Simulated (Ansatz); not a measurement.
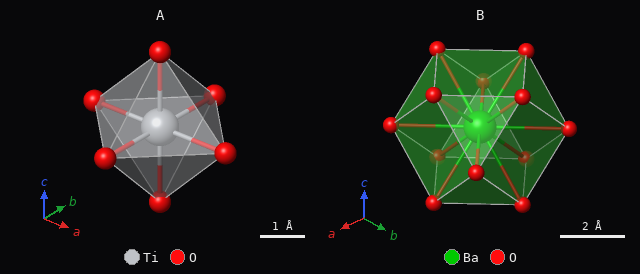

Coordination polyhedra in BaTiO3 (Pm-3m). Continuous shape measures are computed against ideal polyhedra (0 is ideal; above about 3 the distortion is strong). Origin: the end point of a relaxation (final pressure about 5 GPa) with Ansatz 0.2.0, DFT, PAW plane waves, r2scan.

### Which coordination does each panel show?

A. TiO6: an essentially ideal octahedron (coordination number 6, S = 0.00; next best trigonal prism, S = 16.7); mean bond 1.98 Å.
B. BaO12: an essentially ideal cuboctahedron (coordination number 12, S = 0.00; next best icosahedron, S = 5.3); mean bond 2.80 Å.
